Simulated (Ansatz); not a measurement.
Single-point calculation of Ta

- system: Ta (I4/mmm, 1 atom in the cell)
- method: DFT PBE, scalar-relativistic, plane waves, PAW, no spin polarisation (Ansatz 0.2.0)

The structure derives from an entry of the Crystallography Open Database. It belongs to a series of runs on one base structure; here: ratio of the length along z to the lengths across it x 0.65, volume and fractional coordinates fixed. Figures and captions count atoms from 1; the log counts them from 0 in places.

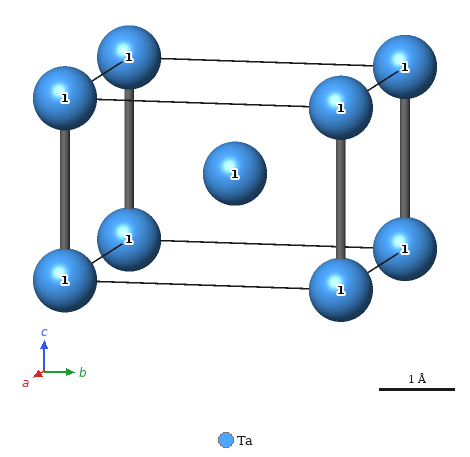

Figure 1. The structure as given in the input (ball-and-stick view of the cell 2 times as large as that of the calculation, set on its symmetry axes, seen slightly off an axis; atoms are numbered from 1 in the order of the input). An atom can appear more than once, as a periodic image. Near neighbours in the periodic cell (some may lie outside the picture): Ta has 2 Ta at 2.48 Å.

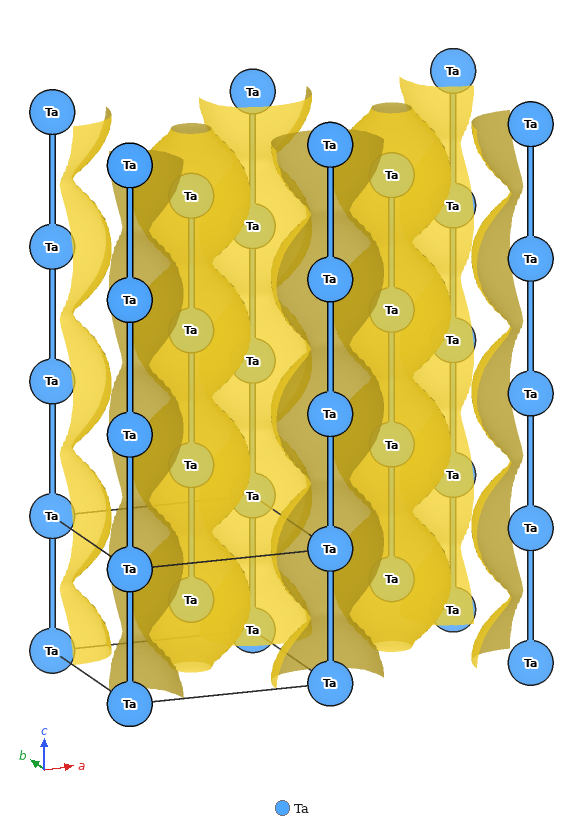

Figure 2. Isosurface of the valence charge density (pseudo) at 0.5 e/Å³ (yellow), seen slightly off an axis. Sticks mark near contacts. The outline is the cell set on symmetry axes. At this value the density is joined into chains; it holds about 75 % of the electrons treated as valence (semicore included). On the grid the lowest density along these lines, outside the cores, is 0.6 e/Å³ (Ta–Ta, 2.48 Å). The fields are those of the smooth PAW valence density.

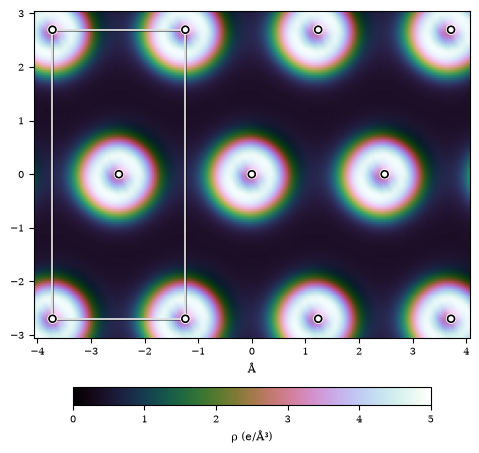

Figure 3. Valence pseudo-density on the (11̄0) plane of the conventional cell. Circles mark the nuclei in the plane (Ta). The section cuts through Ta sites. Ta–Ta (2.48 Å): ρ at the midpoint is about 0.6 e/Å³. Away from the nuclei the density in this plane falls to 0.29 e/Å³ at its lowest.

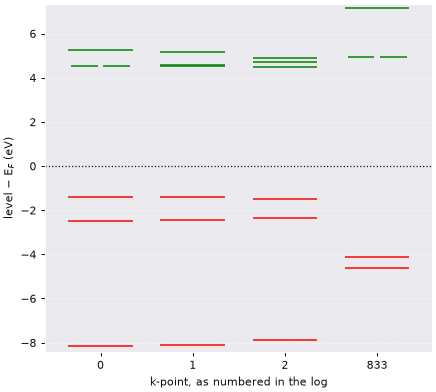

Figure 4. Kohn–Sham levels near the Fermi level (dotted) at the few k-points that the log prints; levels within 0.02 eV of each other stand side by side. The system is metallic on the full mesh.

The input and output of the run follow.

Input file:
```yaml
crystal:
  lattice:
    - [-1.9062635129, 1.9062635129, 1.2390712834]
    - [1.9062635129, -1.9062635129, 1.2390712834]
    - [1.9062635129, 1.9062635129, -1.2390712834]
  atoms:
    - { symbol: Ta, position: [0.0, 0.0, 0.0] }
basis:
  ecutwfc: 420
kpoints:
  mp_grid: { grid: [22, 22, 22] }
hamiltonian:
  xc: pbe
scf:
  occupations: { method: gaussian, width: 0.15 }
output:
  forces: true
  stress: true
  eigenvalues: true
  write_density: true
  write_potential: true
  elf: true
  volumetric_format: npy
```

Command:
```bash
ansatz run input.yaml --threads 1 --pin off --max-ram 2560MiB --backend cpu --events-out ev --progress --plain --runs-dir out
```

Log:
```
Engine: ansatz 0.2.0, x86_64-unknown-linux-gnu
Pseudopotentials: kind: paw
Pseudopotential: Ta, paw, valence charge 13, recommended cutoff 420 eV (normal), Ta.paw.azcp
Functional definition: PBE
  parameter kappa = 0.804
  parameter beta = 0.06672455060314922
  exchange = pbe_x(kappa = kappa, mu = beta*pi^2/3)
  correlation = pbe_c(beta = beta)
Crystal: 1 atoms, lattice volume = 18.010 Å³
Basis set: ecut = 420 eV, 353 PW (Γ), exchange–correlation on 40×40×40 points (8 copies of the dense FFT grid, shifted against one another)
Bands: 11, of which v1, the nominal top of the filled ones, is band 7 counted from 1 (6 counted from 0)
Symmetry: 16 space group operations
Space group: I4/mmm (ITA 139), of the structure as read, at distance tolerance 2.6e-5 Å
k-points: 834 of 10648
Non-local potential: Ta, projectors of the file, l = 0: 3, l = 1: 2, l = 2: 2, l = 3: 1
PAW form: soft (Blöchl's): semilocal exchange-correlation on the pseudo side does not see the compensation charge
PAW one-centre angular grid: Ta, 590 points (default); XC on 64 Gauss nodes
Initial density: superposition of atomic densities (neutral atoms: chi_scale 0, normalization atom), corrected by the library's trained network
Initial wavefunctions: pseudopotential atomic-orbital guess
Functional: x = pbe(κ = 0.804, μ = 0.2195149727645171), c = pbe(β = 0.06672455060314922)
SCF iter   1: F=—  HF=-9931.643337 eV  |F-HF|=—  |Δ(HF+E_count)|=         —  Δρ=8.07e-3  dr2=8.36e-3  ethr=1.77e-3  ⟨swp⟩=5.0  Hψ=51487  notcnv=0
preconditioner: auto → none  [metal: Δε(μ)=0.008 eV  Ē_g=8.386 eV  σ=0.150 eV  W_gap=0.03  n_scr=4 (ndim 8)  ℏωp=19.6 eV  f_vac=0.000  D(μ)=0.78/eV (n_scr^D=4)  sad-step TF]
SCF iter   2: F=—  HF=-9931.641531 eV  |F-HF|=—  |Δ(HF+E_count)|=   1.81e-3  Δρ=4.73e-3  dr2=3.13e-3  ethr=6.43e-5  ⟨swp⟩=1.0  Hψ=15850  notcnv=0
SCF iter   3: F=—  HF=-9931.640598 eV  |F-HF|=—  |Δ(HF+E_count)|=   9.33e-4  Δρ=4.05e-4  dr2=1.55e-5  ethr=2.41e-5  ⟨swp⟩=2.2  Hψ=11327  notcnv=0
SCF iter   4: F=—  HF=-9931.640594 eV  |F-HF|=—  |Δ(HF+E_count)|=   4.04e-6  Δρ=6.65e-5  dr2=6.71e-7  ethr=1.19e-7  ⟨swp⟩=2.3  Hψ=14100  notcnv=0
iter 5 did not close the SCF: its close was put off for the readings that it lacked (scf_convergence_deferred on its scf_iter line)
SCF iter   5: F=-9931.640594 eV  HF=-9931.640594 eV  |F-HF|=1.02e-9  |Δ(HF+E_count)|=   2.47e-7  Δρ=1.17e-5  dr2=8.82e-9  ethr=5.16e-9  ⟨swp⟩=3.0  Hψ=14489  notcnv=0
SCF iter   6: F=-9931.640594 eV  HF=-9931.640594 eV  |F-HF|=2.40e-10  |Δ(HF+E_count)|=  5.28e-11  Δρ=2.74e-6  dr2=5.52e-10  ethr=6.79e-11  ⟨swp⟩=6.0  Hψ=47903  notcnv=0
SCF 1 converged in 6 iterations: F = -9931.640594 eV  dr2 = 5.52e-10
  greatest PAW one-centre occupation: 1.000 electrons in one spin orbital (limit 2), on the Ta atom at site 0 (counted from 0), in its partial waves of l = 0
SCF converged after 6 iterations
Free energy (F): -9931.640594 eV
Harris-Foulkes:  -9931.640594 eV  (|F-HF|=2.40e-10)
Internal energy: -9931.631849 eV  (E = F + TS)
E sigma→0 (E₀):  -9931.636221 eV
Entropy (-TS):   -0.008745 eV (-8.745 meV/atom)
Fermi energy:    19.044015 eV
--- Per-component energies (eV) ---
  E_band       = -103.314641
  E_kinetic    = 368.788594
  E_local      = -587.507099  (includes V_loc(G=0)·N_el)
  E_nonlocal   = 16.700826
  E_hartree    = 208.744957
  E_xc         = -219.077896
  E_vxc        = -204.895981  (∫ρ·V_xc dr)
  E_paw        = -8397.407140  (= ΣΔE_a)
  E_vpaw       = -113.890663  (= ΣTr[D̂ρ^β])
  E_aug_tail   = 0.000148  (compensation charges beyond the density's cutoff)
  E_ewald      = -1321.874239
  E_smearing   = -0.008745  (= −TS)
  E_closure    = -0.000000  (closes the sum)
  Σ components = -9931.640594   (vs F -9931.640594, Δ=0.00e0)
--- Forces (eV/Å), atoms counted from 1 ---
  atom   1  Ta     0.00000000     0.00000000     0.00000000
  max |Σ_I F_I| component: 1.60e-31 eV/Å
--- Stress (GPa, compression-positive) ---
        2.727860       0.000000       0.000000
        0.000000       2.727860      -0.000000
        0.000000      -0.000000      44.965583
  P = ⅓ Tr σ = 16.8071 GPa (168.071 kbar)
--- Band table (eV; the first three rows and the last of 834) ---
  k-point 0: bands = ["-48.3840", "-14.5374", "-14.5374", "-13.4330", "10.8769", "16.5736", "17.6406", "23.5708", "23.5708", "24.3140", "31.8295"]
  k-point 1: bands = ["-48.3826", "-14.5585", "-14.5358", "-13.4352", "10.9448", "16.6081", "17.6193", "23.5546", "23.6223", "24.2142", "31.7920"]
  k-point 2: bands = ["-48.3787", "-14.6196", "-14.5309", "-13.4416", "11.1433", "16.7089", "17.5616", "23.5075", "23.7749", "23.9406", "31.6471"]
  k-point 833: bands = ["-48.2543", "-15.3453", "-15.3453", "-13.6521", "14.4344", "14.9358", "23.9753", "23.9753", "26.1974", "26.4551", "26.4551"]
```

Results in brief:

| quantity | value |
| --- | --- |
| outcome | converged |
| space group (tolerance 0.01 Å) | I4/mmm (139) |
| electrons treated | 13 |
| free energy | −9931.6406 eV |
| Fermi energy | 19.044 eV |
| gap on the k-point mesh | none (metallic) |
| pressure | 16.81 GPa |
| largest force (length of the vector) | under 0.001 eV/Å |
| hardware | 1 thread of Intel Xeon (Granite Rapids), 192 GiB of memory available, shared host |
| wall time | 6.4 s |
| peak memory | 0.47 GiB |

Remarks:

Spin–orbit coupling is left out, which matters for Ta.
